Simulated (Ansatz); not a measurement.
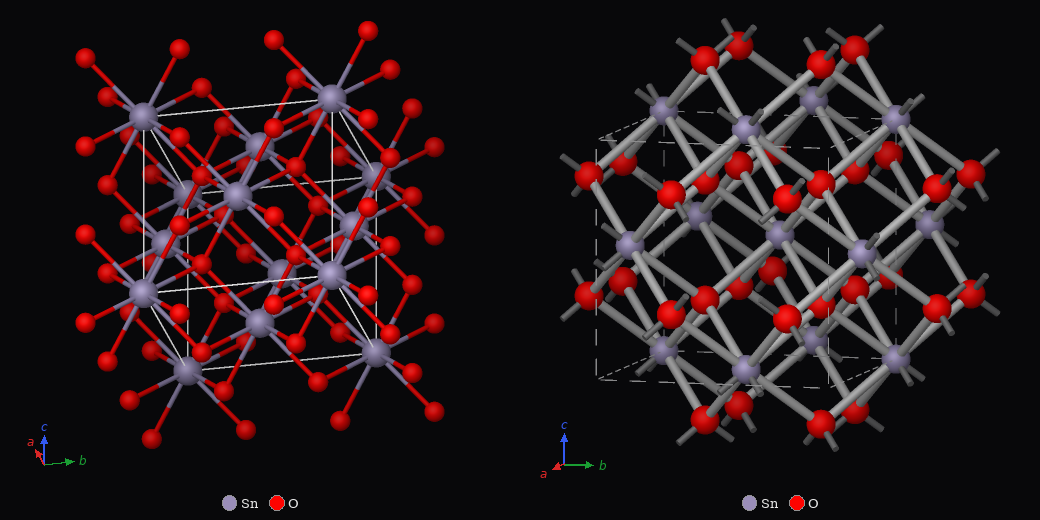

Left: the structure. Right: its underlying net. Nodes are coloured by element. Edges to nodes outside the piece are drawn as stubs.

The compound is SnO2 (space group Fm-3m, No. 225), taken as the input geometry of an electronic-structure calculation (not necessarily at equilibrium); the starting structure was generated, so it need not be a known form of this composition.

Bonds are taken as O–Sn below 2.5 Å. Atoms with one bond or none are removed and atoms with two bonds are replaced by edges, until no such atom is left.

The result is a binodal (4,8)-connected, three-periodic net: O is a 4-connected node; Sn is an 8-connected node, in the ratio 2:1. It is the flu net, known from fluorite. It is a single net, without interpenetration.

```json
{"node": "O", "links": "4", "point symbol": "4⁶", "coordination sequence": "4 22 24 82 64"}
{"node": "Sn", "links": "8", "point symbol": "4¹²·6¹²·8⁴", "coordination sequence": "8 12 48 42 128"}
```
